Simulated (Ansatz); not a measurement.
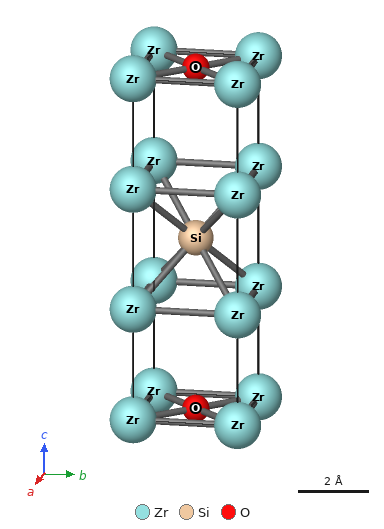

Ball-and-stick representation of a periodic structure, projected slightly off an axis. Thin lines show the conventional unit cell, with boundary atoms drawn in all their periodic places. Cell: a = 3.06 Å, b = 3.06 Å, c = 10.19 Å, α = 90.00°, β = 90.00°, γ = 90.00°.

Its origin is a random cell made by a generator, so it need not be a real form of the compound. Earlier steps of the study may have refined or changed the cell and positions. It went into a calculation with Ansatz.

**Give a description of the structure.**

Formula: Zr$_{3}$SiO. The structure has P4/mmm (No. 123) symmetry and a primitive tetragonal lattice. The cell has 5 atoms, namely 3 Zr, 1 Si, 1 O. Si bonds to eight Zr in a distorted cubic arrangement at about 2.8 Å. Each O atom is coordinated by four Zr in a square planar arrangement at about 2.2 Å. Zr takes two kinds of site: 1a with four Zr and four O (about 3.1 Å to Zr, 2.2 Å to O); 2g with four Zr and four Si (about 3.1 Å to Zr, 2.8 Å to Si). Not all metal-metal contacts are counted. The bonds build ZrO and Zr2Si layers parallel to (001).

Setup: DFT PBE, scalar-relativistic, plane waves, PAW in Ansatz; wavefunction cutoff 420 eV, a 12×12×4 mesh of k-points, Gaussian smearing of 0.1 eV, no spin polarisation.

**Is it conducting or gapped at this level?**

A metal: bands cross the Fermi level.

**What are the atomic charges by Bader's partition?**

Zr +0.59 to +1.41 e; Si -1.15 e; O -1.43 e.

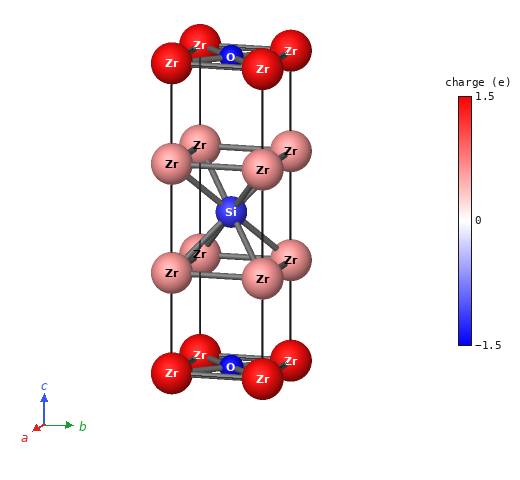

The atoms coloured by those charges. The run's cell of 5 atoms is drawn.

**Do the forces and the stress vanish for this geometry?**

Yes. All forces vanish to within 0.01 eV/Å. The pressure is 0.0 GPa, close to zero.
